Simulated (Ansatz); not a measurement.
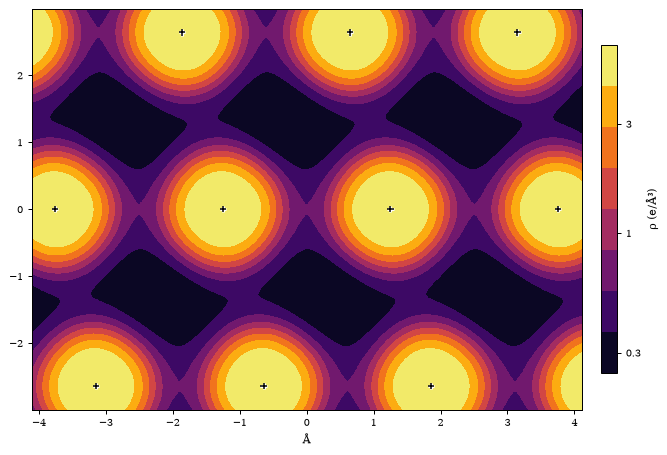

The valence electron density on a plane through atoms (crosses mark nuclei in the plane).

The calculation used DFT LDA, scalar-relativistic, plane waves, PAW in Ansatz 0.2.0.

Candidates:
A. AlCu3, a = 5.70 Å, b = 5.70 Å, c = 5.70 Å, α = 90.00°, β = 90.00°, γ = 90.00°. Space group Fm-3m; a structure from a database of computed crystals, not necessarily the ambient phase; computed without spin polarisation.
B. Mo, a = 2.50 Å, b = 2.71 Å, c = 2.73 Å, α = 111.23°, β = 109.69°, γ = 102.96°. Space group P-1; computed pressure about 5 GPa in this cell; computed without spin polarisation.

**Which candidate gave the map?**

Candidate B: Mo on the (001) plane of the conventional cell, which holds Mo. Mo–Mo (2.50 Å): ρ at the midpoint is about 0.56 e/Å³. Mo–Mo (2.71 Å): ρ at the midpoint is about 0.38 e/Å³.
